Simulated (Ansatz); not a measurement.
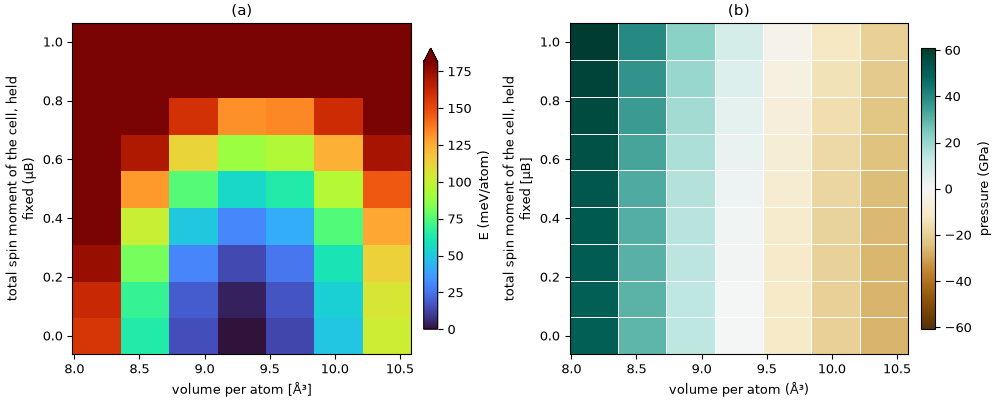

TiN (Fm-3m, No. 225; 2 atoms in the cell). The energy is mapped over volume and a fixed ferromagnetic moment. First axis: volume per atom. Second axis: total spin moment of the cell, held fixed. Nothing is relaxed (shape and fractional coordinates fixed). The grid has 7 × 9 points. Points are written as (first, second). All energies are given in meV/atom relative to the lowest grid point. The moment is held fixed and parallel; antiferromagnetic orders weren't tried. Computed with Ansatz 0.2.0, DFT PBEsol, scalar-relativistic, plane waves, PAW. Settings: cutoff 520 eV, k-mesh 20×20×20, gaussian smearing 0.15 eV.

Panel (a) is the energy; panel (b) is the computed pressure, in GPa.

Drawn: one coloured cell a grid point, one colour for all values above the top of the scale.

**How does the pressure vary over the map, and what is it at the lowest grid point?**

It runs from −27 GPa at (10.401 Å³, 0.000 μB) to 61 GPa at (8.172 Å³, 1.000 μB). At the lowest grid point, (9.287 Å³, 0.000 μB), it is 0 GPa. That point lies on the edge of the scan.

PAW datasets: the set soft_1.
